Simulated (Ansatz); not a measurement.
Ag: single-point calculation (part 2 of 2)

Continued. System: Ag (27 atoms in the cell). Method: DFT LDA, scalar-relativistic, plane waves, PAW, no spin polarisation (Ansatz 0.2.0); cutoff 420 eV, 4×4×4 k-mesh, Gaussian smearing of 0.1 eV. The structure derives from a Materials Project entry. It belongs to a series of runs on one base structure; here: the perfect crystal in a cell of 27 atoms.

The program's output, continued
```
  k-point 1: bands = ["-73.5012", "-73.4911", "-73.4861", "-73.4861", "-73.4861", "-73.4828", "-73.4828", "-73.4828", "-73.4828", "-73.4828", ... 98 levels left out ..., "10.3043", "11.5635", "11.6529", "11.8577", "11.8577", "11.8577", "11.8676", "11.8676", "11.8676", "11.9101", "11.9101", "11.9101", "12.0405", "12.0405", "12.0405", "12.0729", "12.0729", "12.0729", "12.1608", "12.1608", "12.1608", "12.3873", "12.3873", "12.3873", "12.4300", "12.4300", "12.4300", "12.4300", "12.4300",
      "12.4300", "12.5235", "12.5235", "12.5235", "12.5524", "12.5524", "12.5524", "12.9072", "12.9072", "12.9072", "12.9072", "12.9072", "12.9072", "13.0878", "13.0878", "13.0878", "13.3665", "13.4405", "13.4405", "13.4488", "13.4488", "13.4488", "13.4874", "13.4874", "13.5280", "13.5280", "13.5280", "13.5421", "13.5421", "13.5421", "13.5421", "13.5421", "13.5421", "13.5851", "13.5851", "13.5851", "13.5986", "13.5986", "13.5986", "13.6053",
      "13.6483", "13.6483", "13.7121", "13.7121", "13.7121", "13.7987", "13.7987", "13.7987", "14.1610", "14.1610", "14.1610", "14.2034", "14.2034", "14.2034", "14.2388", "14.2388", "14.2388", "14.4831", "14.4831", "14.4831", "14.4831", "14.4831", "14.4831", "14.5270", "14.5270", "14.5270", "14.5526", "14.5526", "14.5526", "14.5774", "14.5774", "14.7369", "14.7369", "14.7619", "14.7619", "14.7619", "14.9445", "14.9445", "14.9445", "14.9939",
      "14.9939", "14.9939", "14.9966", "14.9966", "14.9966", "15.0415", "15.0415", "15.0415", "15.1555", "15.1555", "15.1555", "15.2319", "15.2319", "15.2319", "15.3228", "15.3228", "15.3228", "15.3299", "15.3299", "15.3299", "15.3299", "15.3299", "15.3299", "15.3791", "15.3791", "15.4550", "15.4550", "15.4550", "15.4942", "15.4942", "15.4942", "15.6193", "15.6193", "15.6193", "16.3274", "16.3274", "16.3274", "16.6258", "17.6135", "17.6135",
      "17.6135", "19.6986", "19.6986", "19.6986", "21.8737", "21.8737", "21.8737", "21.8737", "21.8737", "21.8737", "22.1228", "22.1228", "22.1228", "23.7114", "23.7114", "23.7114", "23.7114", "23.7114", "23.7114", "23.8443", "23.9455", "23.9455", "23.9455", "25.0514", "25.0514", "25.0514", "25.8477", "25.8477", "25.8477", "26.7451", "26.7451", "26.7451", "27.3681", "27.3681", "27.3681", "27.3681", "27.3681", "27.3681", "27.9342", "27.9342",
      "27.9342", "28.2822", "28.2822", "28.2822", "29.1072", "29.1072", "29.1072", "29.5589", "29.5589", "29.5589", "29.9774"]
  k-point 2: bands = ["-73.4969", "-73.4969", "-73.4852", "-73.4852", "-73.4852", "-73.4852", "-73.4852", "-73.4852", "-73.4794", "-73.4794", ... 98 levels left out ..., "10.9186", "10.9186", "11.6099", "11.9270", "11.9270", "11.9270", "11.9270", "11.9270", "11.9270", "12.1387", "12.1387", "12.1387", "12.1387", "12.1387", "12.1387", "12.2107", "12.2107", "12.2107", "12.2107", "12.2107", "12.2107", "12.2208", "12.2208", "12.2208", "12.2208", "12.2208", "12.2208", "12.6576", "12.6576",
      "12.6576", "12.6576", "12.6576", "12.6576", "12.7108", "12.7108", "12.7108", "12.7108", "12.7108", "12.7108", "12.9422", "12.9422", "12.9422", "12.9422", "12.9422", "12.9422", "13.2197", "13.2197", "13.2197", "13.2197", "13.2197", "13.2197", "13.2924", "13.2924", "13.3978", "13.3978", "13.4389", "13.4389", "13.4389", "13.4389", "13.4389", "13.4389", "13.6168", "13.6168", "13.6168", "13.6168", "13.6168", "13.6168", "13.6193", "13.6193",
      "13.6193", "13.6193", "13.8415", "13.8415", "13.8415", "13.8415", "13.8415", "13.8415", "14.0475", "14.0475", "14.0475", "14.0475", "14.0475", "14.0475", "14.0692", "14.0692", "14.0692", "14.0692", "14.0692", "14.0692", "14.4487", "14.4487", "14.4487", "14.4487", "14.4487", "14.4487", "14.5684", "14.5684", "14.5684", "14.5684", "14.6088", "14.6088", "14.6088", "14.6088", "14.6088", "14.6088", "14.9197", "14.9197", "14.9197", "14.9197",
      "14.9197", "14.9197", "14.9547", "14.9547", "14.9547", "14.9547", "14.9547", "14.9547", "15.2148", "15.2148", "15.2148", "15.2148", "15.2148", "15.2148", "15.4525", "15.4525", "15.4525", "15.4525", "15.4525", "15.4525", "15.5011", "15.5011", "15.5277", "15.5277", "15.5277", "15.5277", "15.5277", "15.5277", "15.6079", "15.6079", "15.6079", "15.6079", "15.6079", "15.6079", "17.7890", "17.9151", "17.9151", "17.9151", "17.9151", "17.9151",
      "17.9151", "19.7208", "19.7208", "19.7208", "19.7208", "19.7208", "19.7208", "22.2140", "22.2140", "22.2140", "22.2140", "22.2140", "22.2140", "22.3155", "23.0215", "23.0215", "23.0215", "23.0215", "23.0215", "23.0215", "25.2775", "25.2775", "25.2775", "25.2775", "25.2775", "25.2775", "26.4593", "26.4593", "26.4593", "26.4593", "26.4593", "26.4593", "27.9632", "27.9632", "27.9632", "27.9632", "27.9632", "27.9632", "28.9827", "28.9827",
      "28.9827", "28.9827", "28.9827", "28.9827", "29.3815", "29.3815", "29.3815", "29.3815", "29.3815", "29.3815", "29.6449"]
  k-point 7: bands = ["-73.4934", "-73.4934", "-73.4934", "-73.4934", "-73.4833", "-73.4833", "-73.4833", "-73.4833", "-73.4774", "-73.4774", ... 98 levels left out ..., "11.4384", "11.4384", "11.4384", "11.4384", "11.7391", "11.7391", "11.8905", "11.8905", "11.9843", "11.9843", "11.9843", "11.9843", "12.2736", "12.2736", "12.2736", "12.2736", "12.2736", "12.2736", "12.2736", "12.2736", "12.2911", "12.2911", "12.2911", "12.2911", "12.4096", "12.4139", "12.4139", "12.4139", "12.4139",
      "12.6513", "12.6513", "12.6513", "12.6513", "12.8192", "12.8192", "12.8192", "12.8192", "12.9698", "12.9698", "12.9698", "12.9698", "12.9698", "12.9698", "12.9698", "12.9698", "12.9905", "12.9905", "12.9905", "12.9905", "13.0943", "13.0943", "13.1506", "13.1506", "13.1506", "13.1506", "13.3723", "13.3723", "13.3723", "13.3723", "13.5905", "13.5905", "13.5905", "13.5905", "13.5905", "13.5905", "13.5905", "13.5905", "13.7276", "13.7276",
      "13.7276", "13.7276", "13.7513", "13.7513", "13.7513", "13.7513", "13.8336", "13.8336", "13.8336", "13.8336", "13.8832", "13.8832", "13.8832", "13.8832", "14.2997", "14.2997", "14.2997", "14.2997", "14.2997", "14.2997", "14.2997", "14.2997", "14.3321", "14.3321", "14.3321", "14.3321", "14.4111", "14.4111", "14.4111", "14.4111", "14.4208", "14.4208", "14.4208", "14.4208", "14.4658", "14.4658", "14.4658", "14.4658", "14.5943", "14.9090",
      "14.9090", "14.9090", "14.9090", "14.9196", "14.9196", "14.9196", "14.9196", "15.1494", "15.1494", "15.2951", "15.2951", "15.3961", "15.3961", "15.3961", "15.3961", "15.3961", "15.3961", "15.3961", "15.3961", "15.4494", "15.4494", "15.4494", "15.4494", "15.5172", "15.5172", "15.5172", "15.5172", "15.7354", "15.7354", "15.7363", "16.5316", "16.5316", "16.5316", "16.5316", "18.4566", "18.4566", "18.4566", "18.4566", "18.4566", "18.4566",
      "18.4566", "18.4566", "19.4220", "19.4220", "19.4220", "19.4220", "20.6203", "20.6203", "20.6203", "20.6203", "20.7065", "20.7065", "22.4121", "22.4121", "22.4121", "22.4121", "24.5727", "24.5727", "25.5547", "25.5547", "25.5547", "25.5547", "25.5547", "25.5547", "25.5547", "25.5547", "25.5991", "25.5991", "25.6846", "26.9970", "27.1563", "27.1563", "27.1563", "27.1563", "27.1895", "27.1895", "27.1895", "27.1895", "28.4753", "28.4753",
      "28.4898", "28.4898", "28.4898", "28.4898", "28.5429", "28.5429", "29.6919", "29.6919", "29.6919", "29.6919", "30.0914"]
```

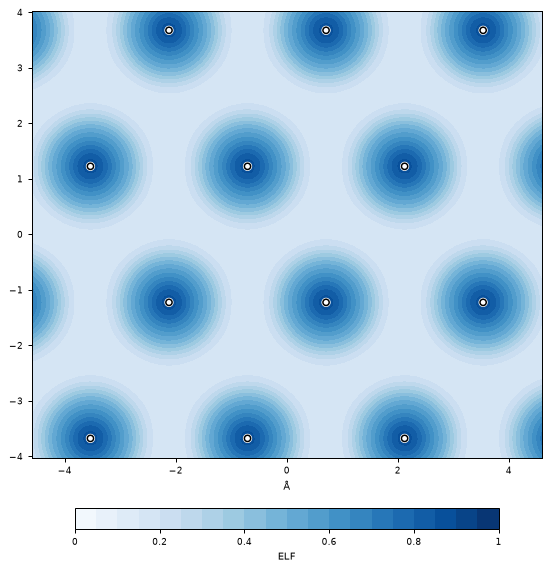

Fig. 1: ELF on the (010) plane of the calculation cell. Circles mark the nuclei in the plane (Ag). The section cuts through Ag sites. Ag–Ag (2.83 Å): the ELF is about 0.15 at the midpoint (no localised pair between them). The strong features right at Ag lie inside the PAW spheres (semicore, d or f shells) and say nothing about bonding. The fields are those of the smooth PAW valence density.

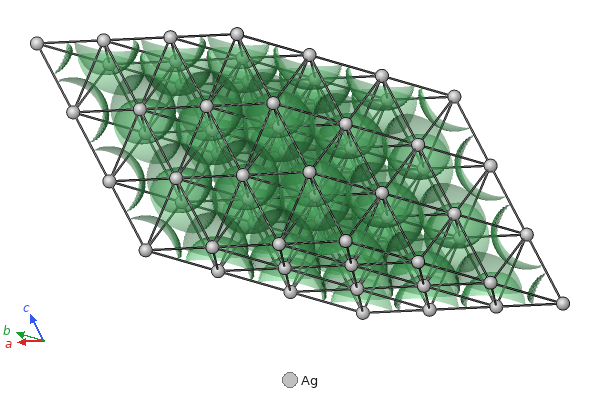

Fig. 2: Isosurface of the valence charge density (pseudo) at 0.3 e/Å³ (green), seen at an oblique angle. Sticks mark near contacts. The outline is the calculation cell. At this value the density breaks into separate islands; it holds about 90 % of the electrons treated as valence (semicore included). It is pinched off along the Ag–Ag (2.83 Å) contacts. On the grid the lowest density along these lines, outside the cores, is 0.24 e/Å³ (Ag–Ag, 2.83 Å).

Results in brief

- outcome: converged
- space group (tolerance 0.01 Å): Fm-3m (225)
- electrons treated: 513
- free energy: −201369.9758 eV
- Fermi energy: 18.317 eV
- gap on the k-point mesh: none (metallic)
- pressure: −0.06 GPa
- largest force (length of the vector): under 0.001 eV/Å
- wall time: 31 s (CPU time 1.8 min)
- peak memory: 2.6 GiB
